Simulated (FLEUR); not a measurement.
# Energy of D03-type Mn3Si against fixed total spin moment, all-electron LDA at the measured cell

I have to decide whether Mn3Si is worth pursuing as a spin-polarised electrode with a small net moment, which would keep its stray field low in a magnetic junction. For that I need to know where the total moment settles and how much energy it costs to push it away from there. The calculation holds the total spin moment of the four-atom cell at chosen values, in LDA and with the atoms fixed at the measured structure. Energies are per cell and are counted from the run without spin polarisation, so a negative value means that the magnetic state is lower. One further run leaves the moment free.

## Computational details

Mn3Si (D03 type): the measured cell (COD); 4 atoms in the cell, atoms and cell held. FLEUR MaX-R8.1, all-electron FLAPW in bulk geometry, scalar-relativistic valence, LDA (VWN), basis cutoff 3.6 1/bohr, density cutoff 10.8 1/bohr, Fermi-Dirac smearing of 0.08 eV, muffin-tin radii Mn 2.28, Si 2.28 bohr. Local moments are those inside the muffin-tin spheres. Collinear spins without spin-orbit coupling, 8x8x8 k-points. The total moment is held by two Fermi energies, one for each spin; the row marked free is the unconstrained run, and the row at M = 0 is the run without spin polarisation.

Notes on method and selection:

- Each run ends in the state reached from its start (the fixed-moment runs continue from an earlier run), which may not be the lowest.
- Only the total moment is held, so Mn moments within the cell can turn antiparallel; orders that need a larger cell are not probed and can lie lower.
- At small fixed moments Mn atoms on different sites can carry local moments of opposite sign, so the curve need not run smoothly into the unpolarised point.
- Stoner picture: E = M^2 (1/(2N) - I/4) for small M, with N the density of states of both spins at the Fermi energy of the unpolarised run and I the Stoner parameter of the cell.
- A blank cell means that the quantity does not apply to the row, or that its run was not made or gave no value that passed the checks named.
- Curves that are not smooth, that do not rise at the largest moment or whose runs differ in settings are not tabled.
- Runs that did not converge, have known faults or may not be shown are not listed, and runs on Ansatz's PAW sets soft_1 and soft_2 are kept to separate tables.

Columns:

- fixed moment (μB/cell): total spin moment of the cell, held fixed.
- energy from unpolarised (meV/cell): free energy of the cell less that of the run without spin polarisation.
- Mn moment (μB): largest spin moment inside a Mn sphere, signed along the total.

## Numbers

| member | fixed moment (μB/cell) | energy from unpolarised (meV/cell) | Mn moment (μB) |
| --- | --- | --- | --- |
| M = 0 muB | 0.000 | 0.0 | – |
| M = 0.481 muB | 0.481 | −179.8 | 2.144 |
| M = 0.962 muB | 0.962 | ? | ? |
| M = 1.08 muB, free | 1.085 | −313.7 | 2.392 |
| M = 1.44 muB | 1.442 | −301.1 | 2.297 |
| M = 1.92 muB | 1.923 | −272.0 | 2.156 |
| M = 2.4 muB | 2.404 | −238.6 | 2.033 |
| M = 2.88 muB | 2.885 | −195.6 | 1.974 |

Cells marked ? are withheld until the estimate has been made.

## Mechanism

The free run settles at 1.085 μB per cell, 313.7 meV below the unpolarised state, and it is the lowest of the rows shown. From there to 2.885 μB the energy rises at every step, first by 12.6 / 0.357 = 35.3 meV per μB and at the end by 43.0 / 0.481 = 89.4 meV per μB. Towards small moments the climb is steeper: between 1.085 and 0.481 μB it averages 133.9 / 0.604 = 222 meV per μB.

The small total hides large local moments. In the free run one Mn sphere holds 2.392 μB, so the rest of the cell must carry 1.085 − 2.392 = −1.307 μB, which I read as mainly the other two Mn atoms pointing the other way. At 2.885 μB the rest carries 2.885 − 1.974 = +0.911 μB. Forcing the total up therefore mostly undoes this opposed arrangement, and the energy rises as it goes.

At 0.481 μB the largest Mn moment is already 2.144 μB and the energy is −179.8 meV. Most of that gain comes from forming local moments, so the small-M Stoner formula should not be fitted to this point.

Electron counting suggests why the moment settles near 1 μB. The cell has 3 × 7 + 4 = 25 valence electrons, and Heusler-type compounds of this kind favour 12 electrons in the minority spin, which leaves 13 − 12 = 1 μB. A smaller moment then puts minority electrons above a gap or a deep minimum in their density of states, which would account for the steep side.

This is the best moment for the four-atom cell only. Real Mn3Si orders at low temperature in a long-period antiferromagnetic spiral without a net moment, an order that this cell cannot hold. For the electrode, that counts against it more than the curve counts in its favour.

## Prediction

Plain estimates from the members shown:

- M = 0.962 muB, straight-line interpolation between M = 0.481 muB and M = 1.08 muB, free: w = (0.962 − 0.481) / (1.085 − 0.481) = 0.796, so −179.8 + 0.796 × (−313.7 − (−179.8)) = −286.4 meV/cell

The straight line gives −286.4 meV, but it ignores that the free run is a stationary point: with the two spins sharing one Fermi energy, the slope of energy against moment is zero there. The withheld moment lies only 1.085 − 0.962 = 0.123 μB below it, so the energy should have risen little.

I use a parabola with its lowest point at the free run, passing through the row at 0.481 μB:

−313.7 + 133.9 × (0.123 / 0.604)² = −308.1 meV.

The same construction on the upper side, drawn through 1.923 μB, gives −313.7 + 41.7 × (0.357 / 0.838)² = −306.1 meV at 1.442 μB. The table has −301.1 meV, a miss of 5.0 meV. A straight line misses by about as much there, so the preference for the parabola rests on the zero slope and on how close the withheld moment is to the free one.

The electron count could sharpen the bend. If the energy stayed flat down to 1 μB and then rose in a straight line to the row at 0.481 μB, the rise at 0.962 μB would be 133.9 × (1 − 0.962) / (1 − 0.481) = 9.8 meV, giving −313.7 + 9.8 = −303.9 meV. The smearing of 0.08 eV should soften such a corner, so I keep the parabola and take the 5 meV miss as the error. A run caught in a different arrangement of local moments could fall well outside it.

**Committed estimate, M = 0.962 muB: energy from unpolarised = −308 ± 5 meV/cell.**

## How the estimate fared

| member | fixed moment (μB/cell) | energy from unpolarised (meV/cell) | Mn moment (μB) |
| --- | --- | --- | --- |
| M = 0.962 muB | 0.962 | −305.0 | 2.383 |

| member | estimate | energy from unpolarised (meV/cell) | computed | estimate − computed | miss in error bars |
| --- | --- | --- | --- | --- | --- |
| M = 0.962 muB | committed | −308.0 | −305.0 | −3.0 | 0.6 |
| M = 0.962 muB | interpolation | −286.4 | −305.0 | +18.6 |  |

energy from unpolarised (meV/cell) against fixed moment (μB/cell):

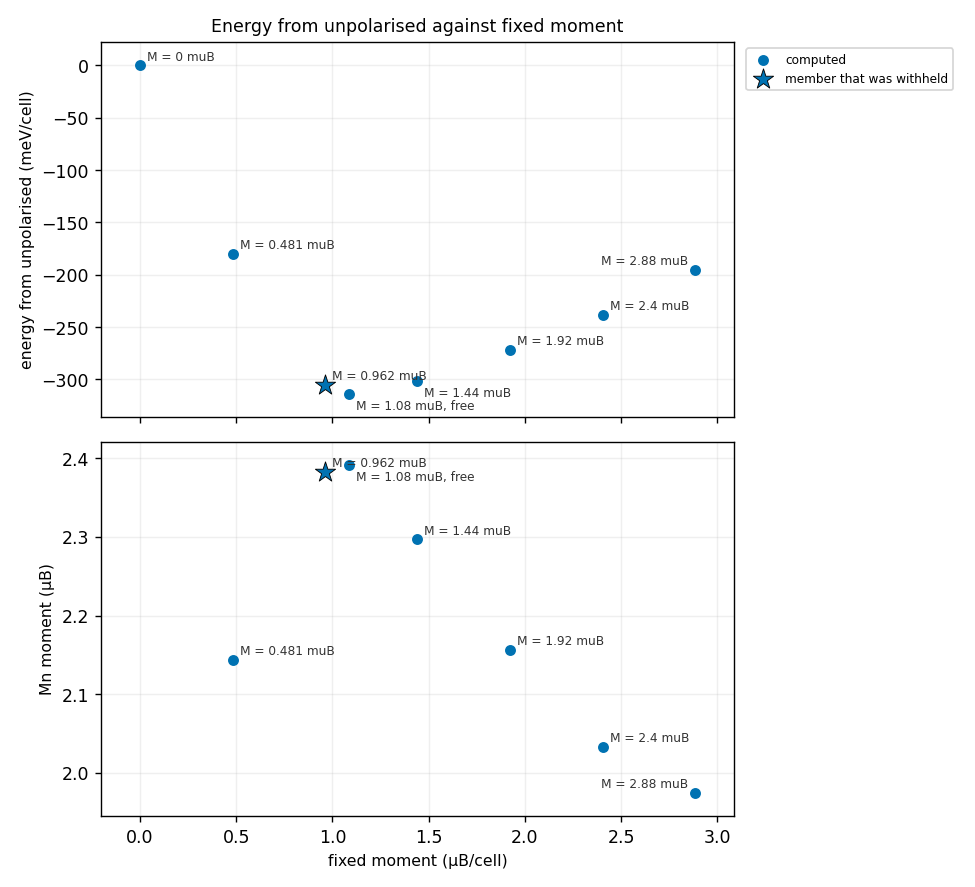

The computed energy is −305.0 meV per cell. My −308 ± 5 lies 3.0 meV too low, inside the error bar, while the straight line was 18.6 meV too high. The zero slope at the free run was therefore the right thing to build in.

The parabola was still too soft. From 1.085 down to 0.962 μB the energy rises by 313.7 − 305.0 = 8.7 meV, where I had allowed 313.7 − 308.1 = 5.6 meV. The sharp bend at 1 μB, which I set aside because of the smearing, would have missed by only 305.0 − 303.9 = 1.1 meV. That fits a minority-spin gap or deep minimum near this filling, though one point within my error bar is thin support for it.

Above the free moment the opposed arrangement is undone as I had read it. From 1.085 to 2.885 μB the large Mn moment falls by 0.418 μB while the total rises by 1.800 μB. The two smaller Mn moments supply the increase, first by shrinking and then by turning parallel to the large one.

## Where the trend breaks

The unpolarised row stands apart because it is a different kind of state. It has no local moments, whereas at 0.481 μB one Mn sphere already holds 2.144 μB. The drop of 179.8 meV between these two rows therefore says little about the cost of changing the total. A state with opposed local moments that cancel to zero is not shown in the table.

Among the magnetic rows, the one at 0.481 μB lies highest, 133.9 meV above the free run. Between it and 0.962 μB the energy changes by 125.2 / 0.481 = 260 meV per μB, against 29.1 / 0.481 = 60.5 meV per μB between 1.442 and 1.923 μB, a step of the same length that lies even further from the free moment. Turning over one electron's spin changes the total by 2 μB, so the cost is about 2 × 260 = 520 meV per electron on the low side and 2 × 60.5 = 121 meV on the high side. The likeliest reason is that lowering the total below 1 μB pushes electrons into minority states above the gap or minimum. That has the right sign, and a few tenths of an eV is a reasonable size for it.

## Conclusions and limits

Within this cell the moment settles at 1.085 μB, and lowering it costs far more than raising it. Above the free moment, a straight line between neighbouring rows recovers the inner rows to within about 5 meV, always on the high side. Across the bend near 1 μB it fails by 18.6 meV, and there the zero slope at the free run has to be used.

In units of practice, one μB in a field of one tesla is worth about 0.058 meV. The mean slope up to 1.442 μB then corresponds to 35.3 / 0.058 ≈ 600 T, so no ordinary laboratory field will shift the moment noticeably.

A gradient-corrected functional would probably deepen the magnetic states against the unpolarised one, so the energies counted from that state depend on the choice of LDA. For the electrode the spiral order decides: I would not pursue bulk Mn3Si as a source of spin-polarised current with a net moment.
